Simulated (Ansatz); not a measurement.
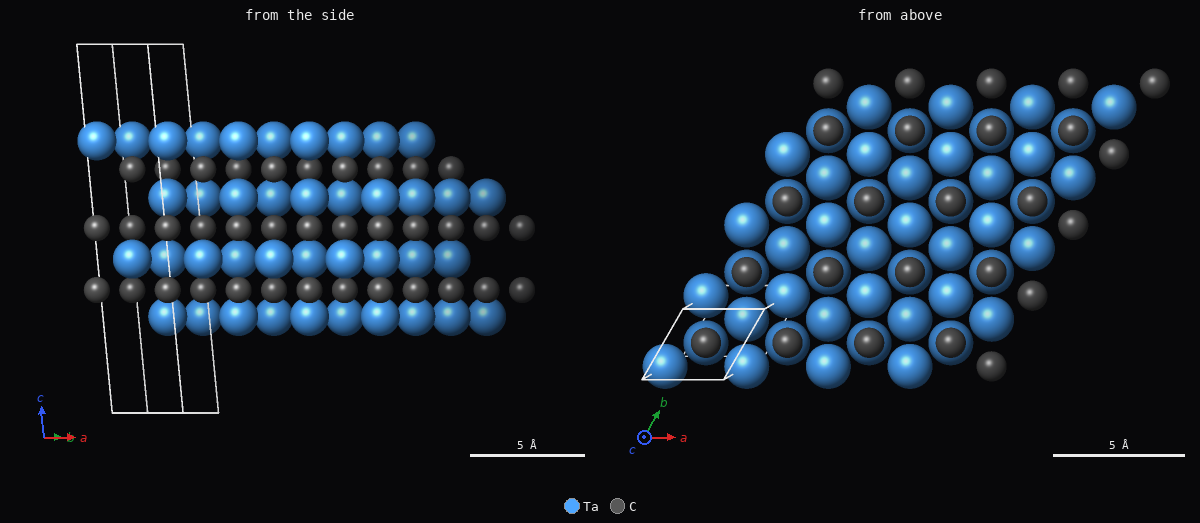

A spheres-only picture of a periodic slab, seen from the side and from above. The surface normal points up in side views; the box is the simulation cell. 4×4 cells are drawn in the plane, with atoms at the edges repeated.

The cell holds 4 Ta, 3 C.

Q: How is each face terminated?

A: The top face ends in Ta, the bottom face in Ta. The two faces are alike.

Q: How far apart are the outermost atoms along the normal?

A: About 8 Å from the lowest to the highest atom, with about 8 Å of vacuum to the next image.

Q: What is the stacking of atomic planes, top to bottom?

A: Seven planes: Ta / C / Ta / C / Ta / C / Ta.

The model was built from a structure listed in the Materials Project. The cell was then strained or its atoms displaced on purpose. It was the input of a calculation with Ansatz.

At this level of theory the run's own cell isn't at rest (forces up to 0.8 eV/Å), so its distances can differ from those at equilibrium, the more so the softer the solid.
